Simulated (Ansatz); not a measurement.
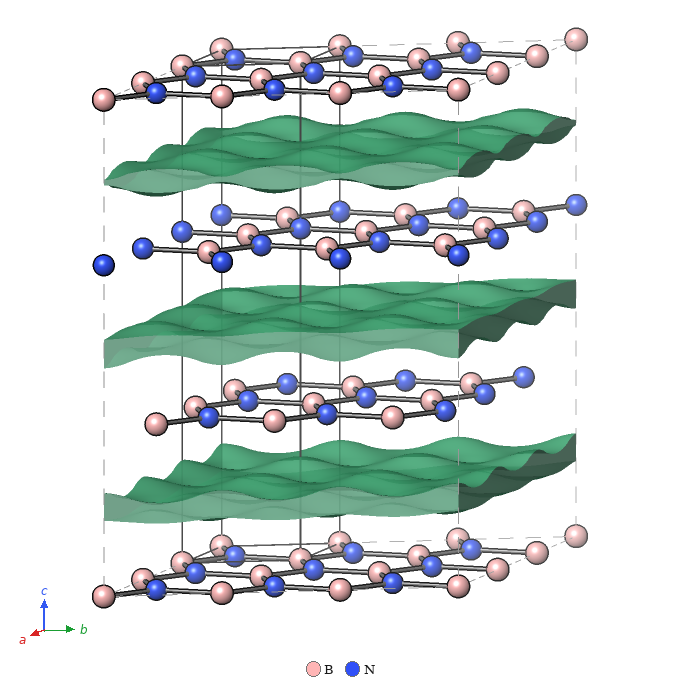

Crystal voids of BN (R3m): the green surface encloses the regions where the procrystal electron density, the sum of the densities of spherically averaged neutral Hartree-Fock atoms, is below 0.01 e/bohr³ (3×3×1 cells, view slightly off an axis). No self-consistent density enters. Pale faces close the region where the drawn box cuts it. The usual level for crystal voids is 0.002 e/bohr³; this crystal has almost no region below it, so a higher level is used, which marks the interstitial space of lowest density.

Origin of the cell: the end point of a relaxation with Ansatz, DFT PBEsol, scalar-relativistic, plane waves, PAW.

```cif
data_structure
_symmetry_space_group_name_H-M 'P 1'
_symmetry_Int_Tables_number 1
_cell_length_a 2.5042
_cell_length_b 2.5042
_cell_length_c 10.4446
_cell_angle_alpha 90.000
_cell_angle_beta 90.000
_cell_angle_gamma 120.000
_cell_volume 56.72
loop_
_atom_site_label
_atom_site_type_symbol
_atom_site_fract_x
_atom_site_fract_y
_atom_site_fract_z
_atom_site_occupancy
B1 B 0.00000 0.00000 0.00038 1
N1 N 0.66667 0.33333 0.00052 1
B2 B 0.66667 0.33333 0.33371 1
N2 N 0.33333 0.66667 0.33386 1
B3 B 0.33333 0.66667 0.66704 1
N3 N 0.00000 0.00000 0.66719 1
```

What share of the cell is void by this measure?

Answer. The voids take about 15 % of the cell (8.3 Å³ of 56.7 Å³) and are bounded by about 33 Å² of surface per cell.

Are the voids connected in the whole crystal?

Answer. Where they connect, they form a two-dimensional network in layers parallel to (001).

How low does the density fall, and where?

Answer. To about 0.0079 e/bohr³ near 0.00, 0.00, 0.48 (fractional), 1.9 Å from the nearest nucleus.

At what density do the voids first join through the crystal?

Answer. At about 0.0083 e/bohr³, as a two-dimensional network in layers parallel to (001).
